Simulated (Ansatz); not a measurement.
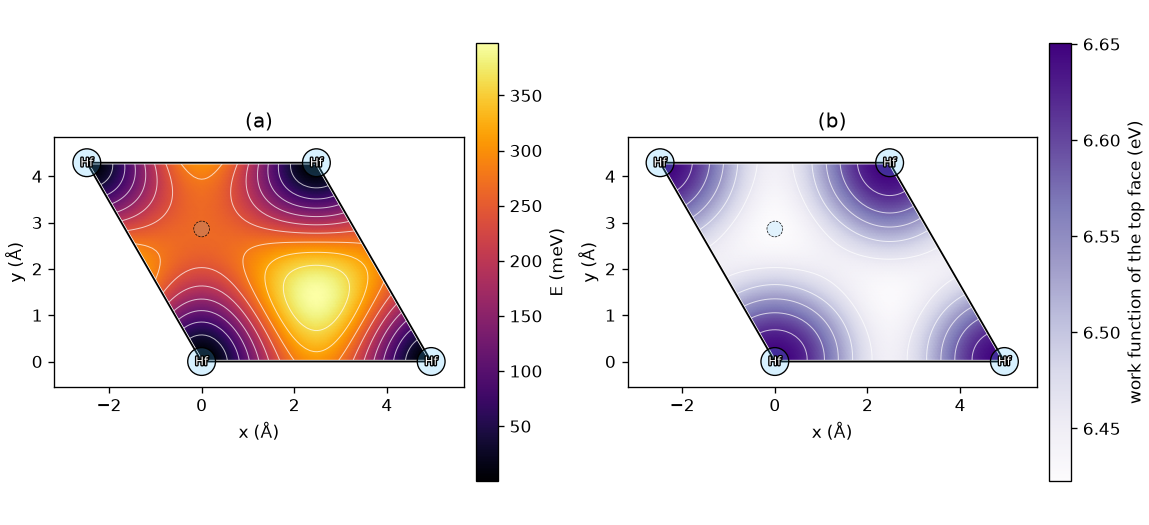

H on a Hf(111) slab cut from the Im-3m phase, its upper half relaxed before the scan (5 atoms of substrate and one adsorbate in a 1 × 1 cell). 
- H is moved over the surface cell at a fixed height above a rigid substrate; the origin of the map has the adsorbate above Hf5; the height is held at 3.30 Å.
- Places are given modulo a cell vector. The map is drawn in real space over the plane of the surface.
- The scan uses a 9 × 9 grid; 19 points were computed and 62 follow by symmetry.
- Energies: meV, counted from the lowest grid point.
- The runs have no spin polarisation, so an open-shell adsorbate far from the surface lies too high. With one adsorbate in each 1 × 1 cell, its nearest image is 5.0 Å away, so neighbouring adsorbates interact. At a fixed height the lowest place need not be the adsorption site.
- These are results of DFT PBE+D3(BJ), scalar-relativistic, plane waves, PAW (Ansatz), not measurements. Settings: cutoff 420 eV, k-mesh 6×6×1, gaussian smearing 0.1 eV, no spin polarisation.

Panel (a) is the energy; panel (b) is the computed work function of the top face, in eV.

Drawn: a smooth colour map with a few white contour lines, labelled circles for the atoms of the top layer and small ones for the second layer, the outline of one cell of the plane. Between grid points the surface is interpolated.

Question: How does the work function of the top face vary over the map, and what is it at the lowest grid point?

Answer: It runs from 6.42 eV at a threefold hollow over a second-layer Hf atom, (3/9, 6/9) of the cell vectors to 6.65 eV at the top site over a surface Hf atom, (0/9, 0/9) of the cell vectors. At the lowest grid point, the top site over a surface Hf atom, (0/9, 0/9) of the cell vectors, it is 6.65 eV.
